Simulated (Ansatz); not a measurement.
This input was run:

```
crystal:
  lattice:
    - [4.040622237, 0.0, 0.0]
    - [-2.0203111185, 4.5175529967, 0.0]
    - [0.0, 0.0, 25.8421271921]
  atoms:
    - { symbol: Al, position: [0.7, 0.4, 0.2902237863] }
    - { symbol: Al, position: [0.4, 0.8, 0.3251864886] }
    - { symbol: Al, position: [0.1, 0.2, 0.3601491909] }
    - { symbol: Al, position: [0.8, 0.6, 0.3951118932] }
    - { symbol: Al, position: [0.5, 0.0, 0.4300745954] }
    - { symbol: Al, position: [0.2, 0.4, 0.4650372977] }
    - { symbol: Al, position: [0.9, 0.8, 0.5] }
    - { symbol: Al, position: [0.6, 0.2, 0.5349627023] }
    - { symbol: Al, position: [0.3, 0.6, 0.5699254046] }
    - { symbol: Al, position: [0.0, 0.0, 0.6048881068] }
    - { symbol: Al, position: [0.7, 0.4, 0.6398508091] }
    - { symbol: Al, position: [0.4, 0.8, 0.6748135114] }
    - { symbol: Al, position: [0.1, 0.2, 0.7097762137] }
basis:
  ecutwfc: 420
kpoints:
  mp_grid: { grid: [1, 8, 1] }
hamiltonian:
  xc: pbe
scf:
  occupations: { method: gaussian, width: 0.1 }
output:
  forces: true
  stress: true
  eigenvalues: true
efield:
  axis: 3
  dipole_correction: true
  ramp_width: 0.04
```

Run as:
```bash
ansatz run input.yaml --threads 1 --pin off --max-ram 2560MiB --backend cpu --events-out ev --progress --plain --runs-dir out
```

What does the potential across the slab give for the work function?

The work function is 4.31 eV, the same on both faces. The two vacuum levels agree, so the slab has no net dipole along its normal. The outermost atoms are 10.8 Å apart, which leaves 15.0 Å of vacuum in a cell 25.8 Å high.

The atoms aren't at rest in this cell (largest force 0.7 eV/Å), so the relaxed material can differ.

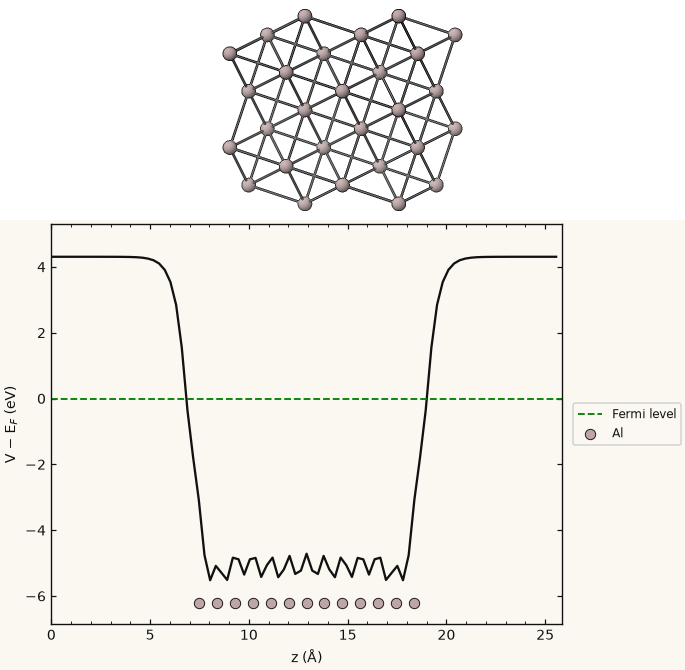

Plane-averaged electrostatic potential energy of an electron across the slab; circles at the bottom mark the heights of the atoms. The structure is drawn too.
